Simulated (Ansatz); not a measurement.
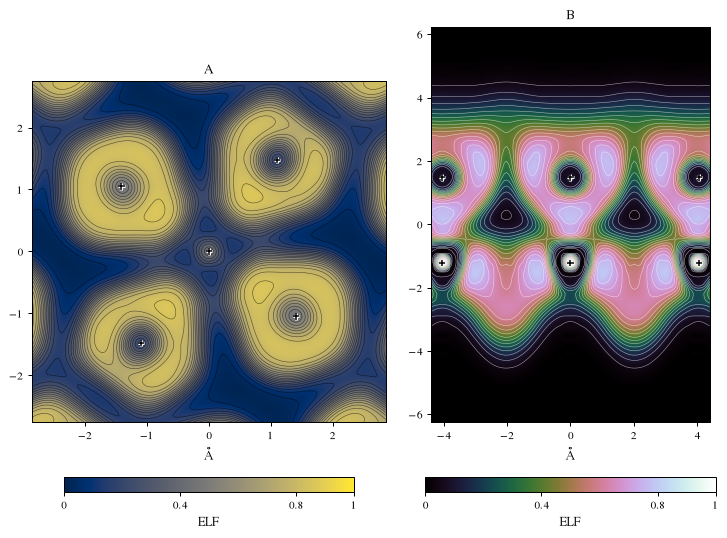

The electron localisation function of 2 systems, each on a plane through atoms (crosses mark nuclei in the plane).

Computed with DFT PBE, scalar-relativistic, plane waves, PAW (Ansatz).

System 1: SiO2, the (111) plane of the conventional cell. Space group P4₂/mnm; a structure from a database of computed crystals, not necessarily the ambient phase; PAW files of the earlier set (soft_1).

System 2: AlAs (slab), the (100) plane of the calculation cell, a cut from vacuum to vacuum. Not relaxed (largest force 0.7 eV/Å); PAW files of the earlier set (soft_1).

```cif
data_structure
_symmetry_space_group_name_H-M 'P 1'
_symmetry_Int_Tables_number 1
_cell_length_a 4.0499
_cell_length_b 4.0499
_cell_length_c 19.5833
_cell_angle_alpha 90.000
_cell_angle_beta 90.000
_cell_angle_gamma 120.000
_cell_volume 278.16
loop_
_atom_site_label
_atom_site_type_symbol
_atom_site_fract_x
_atom_site_fract_y
_atom_site_fract_z
_atom_site_occupancy
As1 As 0.00000 0.00000 0.20426 1
Al1 Al 0.33333 0.66667 0.24647 1
As2 As 0.33333 0.66667 0.38411 1
Al2 Al 0.66667 0.33333 0.41277 1
```

### Which map belongs to which system?

Panel A is system 1, SiO2: the plane holds Si and O. Si–O (1.77 Å): the ELF peaks at about 0.85 between the atoms. Panel B is system 2, AlAs: the plane holds Al and As. Al–As (2.70 Å): the ELF peaks at about 0.80 between the atoms, as expected for a covalent bond.
